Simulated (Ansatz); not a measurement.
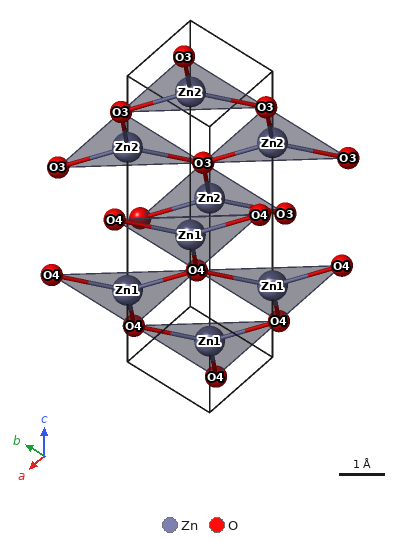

The input geometry of run 1 (polyhedral view of the cell of the calculation, seen at an oblique angle; polyhedra are completed across the faces of the cell; atoms are numbered from 1 in the order of the input).

# Two runs on ZnO

System: ZnO (P6₃/mmc, 4 atoms in the cell).
Method of run 1: Kohn-Sham DFT of a periodic cell, PBE, Ansatz PAW, no spin polarisation (Ansatz 0.2.0).

The structure derives from a Materials Project entry. Text and figures count atoms from 1; the logs count them from 0 in places.

**The input, run 1**
```yaml
crystal:
  lattice:
    - [3.2879671587, 0.0, 0.0]
    - [-1.6439835793, 2.8474630862, 0.0]
    - [0.0, 0.0, 7.13044135]
  atoms:
    - { symbol: Zn, position: [0.0, 0.0, 0.25] }
    - { symbol: Zn, position: [0.0, 0.0, 0.75] }
    - { symbol: O, position: [0.6666666667, 0.3333333333, 0.75] }
    - { symbol: O, position: [0.3333333333, 0.6666666667, 0.25] }
hamiltonian:
  xc: pbe
  pseudopotentials: { kind: paw }
kpoints:
  mp_grid: { grid: [9, 9, 4] }
scf:
  occupations: { method: fermi_dirac, width: 0.05 }
output:
  forces: true
  stress: true
  eigenvalues: true
```

Command:
```bash
ansatz run input.yaml --threads 2 --pin off --max-ram 5120MiB --backend cpu --events-out ev --progress --plain --runs-dir out
```

Hardware: 2 threads of Arm Neoverse V1, 24 GiB of memory available, shared host.

**Output, shortened to warnings, some set-up lines, iterations and results (run 1)**
```
Basis set: ecut = 420 eV, 1319 PW (Γ), exchange–correlation on 48×48×96 points (8 copies of the dense FFT grid, shifted against one another)
Symmetry: 24 space group operations
k-points: 36 of 324
Initial density: superposition of atomic densities (neutral atoms: chi_scale 0, normalization atom), corrected by the library's trained network
[...]
SCF iter   1: F=—  HF=-7772.814378 eV  |F-HF|=—  |Δ(HF+E_count)|=         —  Δρ=3.83e-3  dr2=4.33e-3  ethr=1.77e-3  ⟨swp⟩=5.9  Hψ=3455  notcnv=0
SCF iter   2: F=—  HF=-7772.815532 eV  |F-HF|=—  |Δ(HF+E_count)|=   1.15e-3  Δρ=1.30e-3  dr2=3.17e-4  ethr=1.20e-5  ⟨swp⟩=2.0  Hψ=1740  notcnv=0
SCF iter   3: F=—  HF=-7772.815462 eV  |F-HF|=—  |Δ(HF+E_count)|=   7.02e-5  Δρ=9.01e-4  dr2=2.57e-4  ethr=8.81e-7  ⟨swp⟩=2.0  Hψ=1368  notcnv=0
SCF iter   4: F=—  HF=-7772.815470 eV  |F-HF|=—  |Δ(HF+E_count)|=   8.49e-6  Δρ=1.16e-4  dr2=1.34e-5  ethr=7.15e-7  ⟨swp⟩=2.4  Hψ=1348  notcnv=0
SCF iter   5: F=—  HF=-7772.815548 eV  |F-HF|=—  |Δ(HF+E_count)|=   7.78e-5  Δρ=7.43e-5  dr2=5.23e-6  ethr=3.73e-8  ⟨swp⟩=2.6  Hψ=1380  notcnv=0
SCF iter   6: F=—  HF=-7772.815553 eV  |F-HF|=—  |Δ(HF+E_count)|=   5.02e-6  Δρ=3.93e-5  dr2=9.17e-7  ethr=1.45e-8  ⟨swp⟩=2.0  Hψ=1407  notcnv=0
SCF iter   7: F=-7772.815553 eV  HF=-7772.815553 eV  |F-HF|=6.38e-8  |Δ(HF+E_count)|=   4.17e-8  Δρ=1.17e-5  dr2=6.06e-8  ethr=2.78e-10  ⟨swp⟩=3.0  Hψ=3465  notcnv=0
SCF 1 converged in 7 iterations: F = -7772.815553 eV  dr2 = 6.06e-8
SCF converged after 7 iterations
Free energy (F): -7772.815553 eV
Harris-Foulkes:  -7772.815553 eV  (|F-HF|=6.38e-8)
Internal energy: -7772.815547 eV  (E = F + TS)
E sigma→0 (E₀):  -7772.815550 eV
Entropy (-TS):   -0.000006 eV (-0.002 meV/atom)
Fermi energy:    4.025554 eV
--- Per-component energies (eV) ---
  E_band       = -67.656485
  E_kinetic    = 607.888107
  E_local      = -4922.586320  (includes V_loc(G=0)·N_el)
  E_nonlocal   = 1331.521143
  E_hartree    = 2038.153376
  E_xc         = -418.545137
  E_vxc        = -287.686597  (∫ρ·V_xc dr)
  E_paw        = -3976.757750  (= ΣΔE_a)
  E_vpaw       = -873.098378  (= ΣTr[D̂ρ^β])
  E_aug_tail   = 0.004217  (compensation charges beyond the density's cutoff)
  E_ewald      = -2432.493183
  E_smearing   = -0.000006  (= −TS)
  E_closure    = -0.000000  (closes the sum)
  Σ components = -7772.815553   (vs F -7772.815553, Δ=0.00e0)
--- Forces (eV/Å), atoms counted from 1 ---
  atom   1  Zn     0.00000000    -0.00000000     0.00000000
  atom   2  Zn    -0.00000000     0.00000000    -0.00000000
  atom   3  O     -0.00000000    -0.00000000    -0.00000000
  atom   4  O     -0.00000000     0.00000000     0.00000000
  max |Σ_I F_I| component: 5.55e-17 eV/Å
--- Stress (GPa, compression-positive) ---
       -1.180156      -0.000000      -0.000000
        0.000000      -1.180156       0.000000
       -0.000000       0.000000       0.274755
  P = ⅓ Tr σ = -0.6952 GPa (-6.952 kbar)
```

For run 2 the input was changed thus:
```diff
-    - [3.2879671587, 0.0, 0.0]
-    - [-1.6439835793, 2.8474630862, 0.0]
-    - [0.0, 0.0, 7.13044135]
+    - [3.3312348463, 0.0, 0.0]
+    - [-1.6656174231, 2.8849340028, 0.0]
+    - [0.0, 0.0, 7.2242737071]
```

Predict how the results change.

With the same functional and potentials, run 2 lies 9.7 meV per atom higher. The pressure goes from −0.70 to −3.85 GPa. The volume per atom goes from 16.69 to 17.36 Å³. The cell is scaled evenly with the atoms at fixed fractional positions, so −ΔP/Δ ln V estimates the bulk modulus midway between the two volumes: about 81 GPa. The number of SCF iterations is the same. The plane waves at Γ go from 1319 to 1393.

**Output, shortened to warnings, some set-up lines, iterations and results (run 2)**
```
Basis set: ecut = 420 eV, 1393 PW (Γ), exchange–correlation on 48×48×100 points (8 copies of the dense FFT grid, shifted against one another)
Symmetry: 24 space group operations
k-points: 36 of 324
Initial density: superposition of atomic densities (neutral atoms: chi_scale 0, normalization atom), corrected by the library's trained network
[...]
SCF iter   1: F=—  HF=-7772.775520 eV  |F-HF|=—  |Δ(HF+E_count)|=         —  Δρ=3.70e-3  dr2=4.21e-3  ethr=1.77e-3  ⟨swp⟩=5.9  Hψ=3435  notcnv=0
SCF iter   2: F=—  HF=-7772.776630 eV  |F-HF|=—  |Δ(HF+E_count)|=   1.11e-3  Δρ=1.32e-3  dr2=3.49e-4  ethr=1.17e-5  ⟨swp⟩=2.1  Hψ=1736  notcnv=0
SCF iter   3: F=—  HF=-7772.776591 eV  |F-HF|=—  |Δ(HF+E_count)|=   3.87e-5  Δρ=8.50e-4  dr2=2.39e-4  ethr=9.69e-7  ⟨swp⟩=2.0  Hψ=1368  notcnv=0
SCF iter   4: F=—  HF=-7772.776606 eV  |F-HF|=—  |Δ(HF+E_count)|=   1.50e-5  Δρ=1.18e-4  dr2=1.58e-5  ethr=6.65e-7  ⟨swp⟩=2.3  Hψ=1346  notcnv=0
SCF iter   5: F=—  HF=-7772.776699 eV  |F-HF|=—  |Δ(HF+E_count)|=   9.25e-5  Δρ=7.55e-5  dr2=6.13e-6  ethr=4.38e-8  ⟨swp⟩=2.8  Hψ=1422  notcnv=0
SCF iter   6: F=—  HF=-7772.776704 eV  |F-HF|=—  |Δ(HF+E_count)|=   5.48e-6  Δρ=3.93e-5  dr2=9.50e-7  ethr=1.70e-8  ⟨swp⟩=2.0  Hψ=1408  notcnv=0
SCF iter   7: F=-7772.776704 eV  HF=-7772.776704 eV  |F-HF|=7.92e-8  |Δ(HF+E_count)|=   5.21e-8  Δρ=1.14e-5  dr2=5.41e-8  ethr=2.78e-10  ⟨swp⟩=3.0  Hψ=3411  notcnv=0
SCF 1 converged in 7 iterations: F = -7772.776704 eV  dr2 = 5.41e-8
SCF converged after 7 iterations
Free energy (F): -7772.776704 eV
Harris-Foulkes:  -7772.776704 eV  (|F-HF|=7.92e-8)
Internal energy: -7772.776698 eV  (E = F + TS)
E sigma→0 (E₀):  -7772.776701 eV
Entropy (-TS):   -0.000006 eV (-0.002 meV/atom)
Fermi energy:    3.568660 eV
--- Per-component energies (eV) ---
  E_band       = -79.259049
  E_kinetic    = 606.153745
  E_local      = -4973.038726  (includes V_loc(G=0)·N_el)
  E_nonlocal   = 1331.602100
  E_hartree    = 2058.383374
  E_xc         = -417.815204
  E_vxc        = -286.696894  (∫ρ·V_xc dr)
  E_paw        = -3977.167294  (= ΣΔE_a)
  E_vpaw       = -874.045340  (= ΣTr[D̂ρ^β])
  E_aug_tail   = 0.004092  (compensation charges beyond the density's cutoff)
  E_ewald      = -2400.898786
  E_smearing   = -0.000006  (= −TS)
  E_closure    = -0.000000  (closes the sum)
  Σ components = -7772.776704   (vs F -7772.776704, Δ=0.00e0)
--- Forces (eV/Å), atoms counted from 1 ---
  atom   1  Zn     0.00000000    -0.00000000     0.00000000
  atom   2  Zn    -0.00000000     0.00000000     0.00000000
  atom   3  O      0.00000000    -0.00000000     0.00000000
  atom   4  O     -0.00000000     0.00000000     0.00000000
  max |Σ_I F_I| component: 1.39e-17 eV/Å
--- Stress (GPa, compression-positive) ---
       -5.871115      -0.000000      -0.000000
       -0.000000      -5.871115       0.000000
       -0.000000       0.000000       0.179185
  P = ⅓ Tr σ = -3.8543 GPa (-38.543 kbar)
```

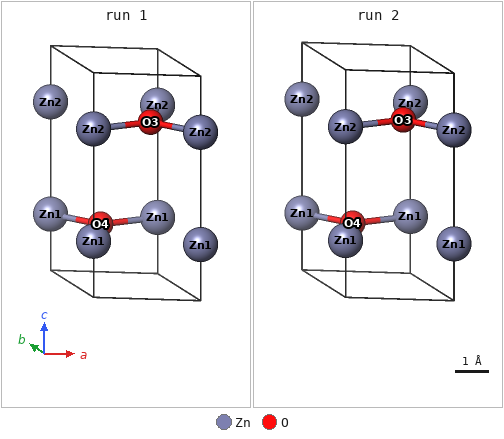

The two input geometries at one scale (ball-and-stick view of the cell of the calculation, seen slightly off an axis). The atoms keep their places relative to the cell (all moves are under 0.005 Å). The drawn cell changes as follows: a = b 3.288 → 3.331 Å (+1.3 %), c 7.130 → 7.224 Å (+1.3 %); the volume changes by +4.0 %. Among the contacts that change: Zn1–O4 1.898 → 1.923 Å.

**The two runs side by side**

```tsv
quantity	run 1	run 2
outcome	converged	converged
free energy per atom (eV)	−1943.2039	−1943.1942
gap on the mesh (eV)	0.82	0.82
pressure (GPa)	−0.70	−3.85
volume per atom (Å³)	16.69	17.36
largest force (eV/Å)	0.000	0.000
SCF iterations	7	7
irreducible k-points	36	36
plane waves at Γ	1319	1393
wall time (shared host)	1.5 s	1.6 s
```
